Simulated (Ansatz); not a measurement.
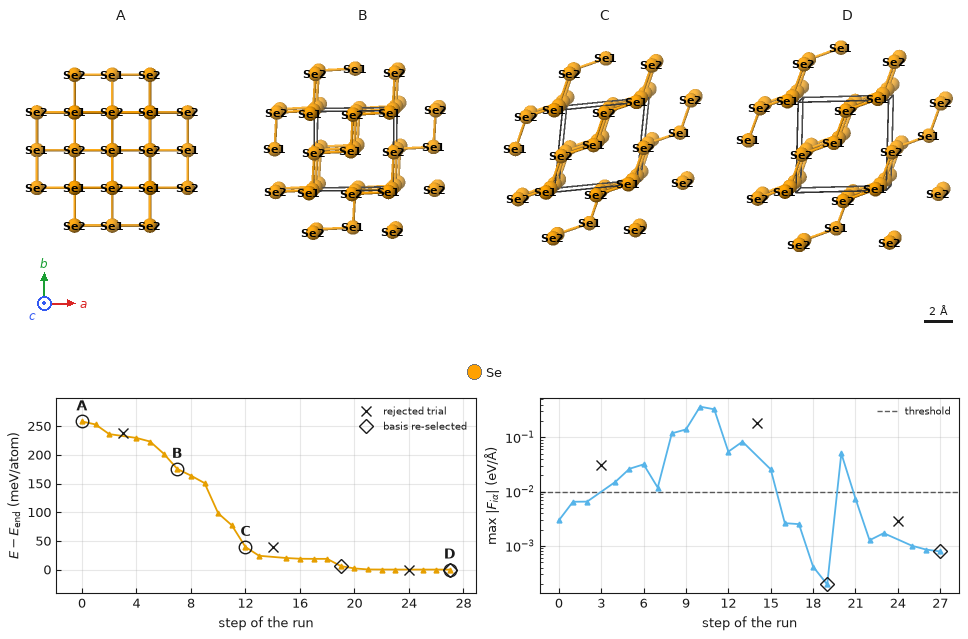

Frames of a relaxation of solid Se (a generated structure, set up in I4_1/amd), marked on the history of the run. The picture is a ball-and-stick view of the conventional cell (2 times the calculation's cell), seen along the c axis. Lengths and directions refer to the drawn axes.

Phase: beta-Sn type.

All numbers below come from DFT, PBE, plane waves (420 eV) with PAW, scalar-relativistic (Ansatz). (plane-wave cutoff 420 eV; k-point mesh 12 × 12 × 8; occupations fermi dirac; smearing width 0.1 eV; no spin polarisation; cell and atoms relaxed; force threshold 0.01 eV/Å; at most 60 steps)

Question: What happens along the run?

Answer: The largest moves relative to the cell, 0.61 Å, are those of Se1 and Se2. Se1 goes along [−1 1 0]. The volume changes by +30.3 %, with a = b 5.515 → 6.643 Å (+20.5 %), c 3.011 → 2.845 Å (−5.5 %), α 90.0° → 102.8°, β 90.0° → 102.8°, γ 90.0° → 86.4°. Among the contacts that change: Se1–Se2 2.859 → 4.430 Å, Se1–Se2 (another image) 2.859 → 2.536 Å, Se1–Se1 3.011 → 2.845 Å. Bond angles that change, for instance: Se2–Se1–Se2 94.0° → 130.8°. The space group (tolerance 0.01 Å) goes from I4_1/amd (No. 141) to C2/c (No. 15). The energy falls by 258 meV per atom in 22 accepted moves (27 points after the start). The largest force component goes from 0.003 to 0.00079 eV/Å. Pressure: −0.98 GPa at the start and −0.01 GPa at the end. The line search rejected the trial steps at points 3, 14, 24 of the run. At 2 points the geometry stayed and the basis and grid were re-selected for the new cell (energy shift of 12.6 meV per atom at most each time). From step 0 to 7: Se atoms move most (0.12 Å), volume −1.3 %, energy −82.7 meV per atom. From step 7 to 12: Se atoms move most (0.30 Å), volume +7.7 %, energy −136 meV per atom. From step 12 to 27: Se atoms move most (0.12 Å), volume +22.6 %, energy −39.4 meV per atom.

```
step  E − E(0), meV/atom  largest force component, eV/Å  pressure, GPa  volume, Å³/atom                      note
   0                0.00                         0.0030          -0.98           22.899                          
   1               -5.23                         0.0065           0.71           22.299                          
   2              -22.03                         0.0065           1.90           21.931                          
   3              -20.67                         0.0314           1.53           22.476                  rejected
   4              -28.72                         0.0151          -0.26           22.690                          
   5              -34.96                         0.0263          -0.02           22.704                          
   6              -56.07                         0.0317           0.75           22.607                          
   7              -82.73                         0.0119           1.27           22.603                          
   8              -94.36                         0.1184          -0.55           22.958                          
   9             -107.42                         0.1397          -0.20           23.101                          
  10             -160.02                         0.3673          -0.45           23.618                          
  11             -180.93                         0.3281           1.29           24.195                          
  12             -218.72                         0.0544           2.25           24.338                          
  13             -234.02                         0.0831           1.19           25.898                          
  14             -218.20                         0.1833          -2.53           27.422                  rejected
  15             -237.94                         0.0257           0.06           26.699                          
  16             -239.21                         0.0026          -0.02           27.332                          
  17             -239.40                         0.0025           0.00           27.604                          
  18             -239.41                         0.0004           0.01           27.625                          
  19             -252.03                         0.0002           0.72           27.625  same geometry, new basis
  20             -256.09                         0.0505           0.22           28.485                          
  21             -257.86                         0.0075          -0.01           29.063                          
  22             -258.00                         0.0013           0.02           29.311                          
  23             -258.06                         0.0017           0.02           29.627                          
  24             -257.97                         0.0029          -0.16           29.777                  rejected
  25             -258.07                         0.0010           0.00           29.694                          
  26             -258.08                         0.0009           0.00           29.837                          
  27             -258.16                         0.0008          -0.01           29.837  same geometry, new basis
```
